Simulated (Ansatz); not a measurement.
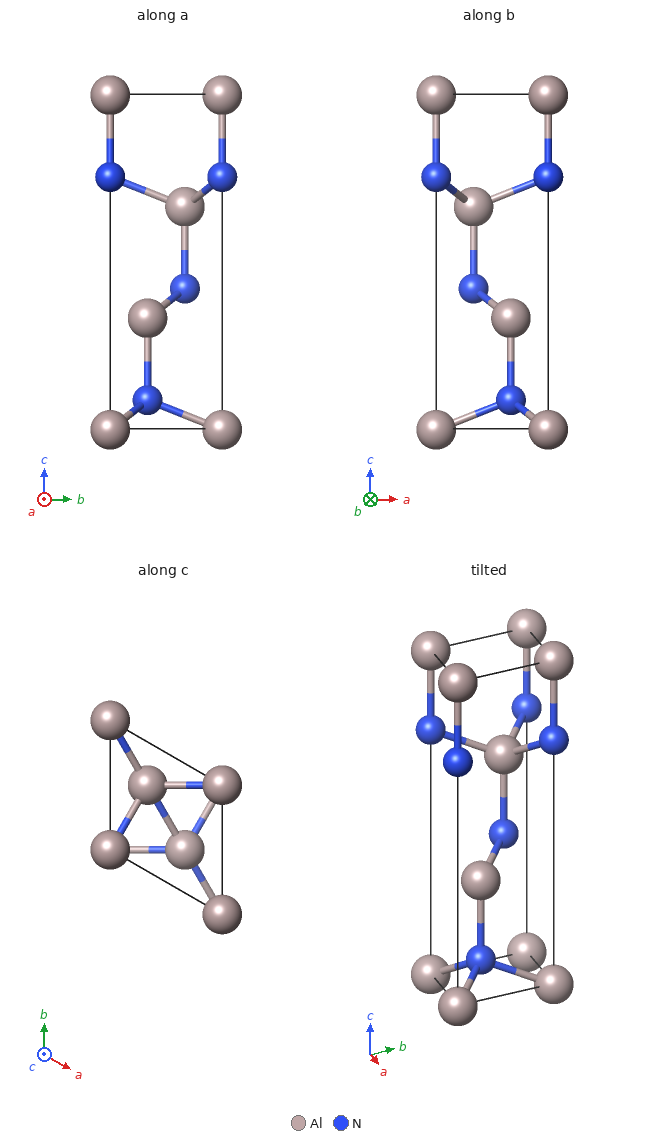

Figure: ball-and-stick view along the a axis, along the b axis, along the c axis and slightly off an axis. The box is the conventional unit cell; atoms on or close to its faces, edges and corners are drawn wherever they repeat.

Lattice parameters: a = 2.9663 Å, b = 2.9663 Å, c = 7.6737 Å, α = 90.000°, β = 90.000°, γ = 120.000°.

Q: Transcribe the picture into a CIF in P1 with every atom of the cell, with free fractional coordinates to two decimals.

A:
```cif
data_structure
_symmetry_space_group_name_H-M 'P 1'
_symmetry_Int_Tables_number 1
_cell_length_a 2.9663
_cell_length_b 2.9663
_cell_length_c 7.6737
_cell_angle_alpha 90.000
_cell_angle_beta 90.000
_cell_angle_gamma 120.000
_cell_volume 58.47
loop_
_atom_site_label
_atom_site_type_symbol
_atom_site_fract_x
_atom_site_fract_y
_atom_site_fract_z
_atom_site_occupancy
Al1 Al 0.6667 0.3333 0.33 1
N1 N 0.6667 0.3333 0.09 1
Al2 Al 0.3333 0.6667 0.66 1
N2 N 0.3333 0.6667 0.42 1
Al3 Al 0.00 0.00 0.00 1
N3 N 0.00 0.00 0.75 1
```

It derives from a structure type filled with these elements by a generator (whether the compound takes this form wasn't checked). Earlier steps of the study may have refined or changed the cell and positions. An electronic-structure calculation with Ansatz was run on it.
